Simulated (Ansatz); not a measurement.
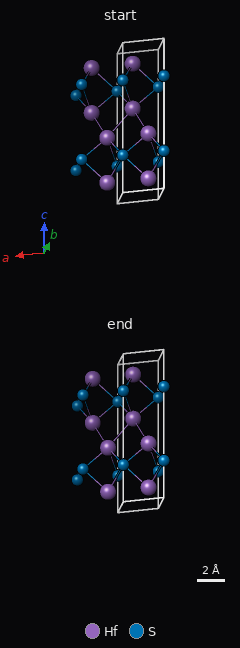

The structure of a crystal of Hf$_{2}$S (set up in P6_3/mmc) before (top) and after (bottom) a relaxation, at one scale.

A ball-and-stick model of the cell of the calculation, repeated 2 × 1 × 1 with one cell outlined, seen from a free direction.

Method: Ansatz 0.2.0, DFT LDA, scalar-relativistic, plane waves, PAW.

Input
```yaml
crystal:
  lattice:
    - [3.3742737662, 0.0, 0.0]
    - [-1.6871368831, 2.9222068008, 0.0]
    - [0.0, 0.0, 11.71740703]
  atoms:
    - { symbol: Hf, position: [0.66666667, 0.33333333, 0.89981164] }
    - { symbol: Hf, position: [0.33333333, 0.66666667, 0.39981164] }
    - { symbol: Hf, position: [0.66666667, 0.33333333, 0.60018836] }
    - { symbol: Hf, position: [0.33333333, 0.66666667, 0.10018836] }
    - { symbol: S, position: [0.0, 0.0, 0.75] }
    - { symbol: S, position: [0.0, 0.0, 0.25] }
basis:
  ecutwfc: 420
kpoints:
  mp_grid: { grid: [12, 12, 4] }
hamiltonian:
  xc: lda
scf:
  occupations: { method: gaussian, width: 0.1 }
output:
  forces: true
  stress: true
  eigenvalues: true
relax:
  adjacent_minimum: "off"
  f_tol: 0.005
  max_steps: 80
  cell: { stress_tol: 0.05 }
```

Command:
```bash
ansatz run input.yaml --threads 4 --pin off --max-ram 12288MiB --backend cpu --events-out ev --progress --plain --runs-dir out
```

What changed between the two?

Answer. The largest moves relative to the cell, 0.012 Å, are those of Hf1, Hf2, Hf3 and Hf4. Hf2 goes along −c. S stays in place. The drawn cell changes as follows: a = b 3.374 → 3.319 Å (−1.6 %), c 11.717 → 11.563 Å (−1.3 %); the volume changes by −4.5 %. Near-neighbour distances that change, for instance: Hf1–Hf3 3.511 → 3.440 Å, Hf1–Hf1 3.374 → 3.319 Å, Hf1–S5 2.622 → 2.575 Å, Hf1–Hf4 3.051 → 3.026 Å. The space group stays P6_3/mmc (No. 194). Over 4 accepted moves (6 points after the start) the energy falls by 18.6 meV per atom. The largest force component goes from 0.17 to 0.0038 eV/Å. The pressure goes from −6.34 to −0.01 GPa. The line search rejected the trial step at point 1 of the run. The SCF was repeated once at an unchanged geometry on a basis and grid sized afresh for the cell, which shifted the energy by 0.2 meV per atom at most. Cost: 110 s on 4 threads of Intel(R) Xeon(R) Processor @ 2.50GHz (Skylake/Cascade Lake) (shared host), peak memory 0.74 GiB.
